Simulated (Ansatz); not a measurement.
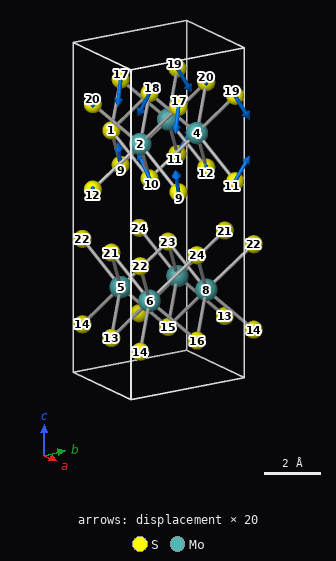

This is a relaxation of a defect cell of composition Mo7S17. The starting structure is drawn; blue arrows show the displacements, magnified 20 times.

Style: ball-and-stick. Shown: the cell of the calculation, slightly off an axis.

Case: S on a Mo site (d), charge +0, atoms relaxed at the host's cell.

Level of theory: DFT PBE+D3(BJ), scalar-relativistic, plane waves, PAW in Ansatz 0.2.0. Settings: plane-wave cutoff 420 eV; k-point mesh 3 × 3 × 2; occupations gaussian; smearing width 0.01 eV; mesh shifted by (0, 0, 0.5); no spin polarisation; atoms relaxed in a fixed cell; force threshold 0.025 eV/Å; at most 45 steps.

Q: Atoms of which element are displaced furthest, and by how much?

A: Sulfur: up to 0.054 Å, against 0.000 Å for molybdenum.

Q: What did the optimiser do to the structure, and how much energy did it gain?

A: The largest moves, 0.054 Å, are those of S atoms. Mo stays in place. The cell doesn't change. Among the contacts that change: S–S 2.400 → 2.348 Å, Mo–S 2.400 → 2.381 Å. Among the angles between lasting bonds that change: S–Mo–S 82.0° → 84.4°, S–Mo–S 81.5° → 79.3°. Over 3 geometry steps the energy falls by 0.105 eV per cell of the calculation. The largest force component goes from 0.62 to 0.0084 eV/Å.

Limits of the set-up: the periodic images lie only 6.3 Å apart, so the values are limited by the cell's size.
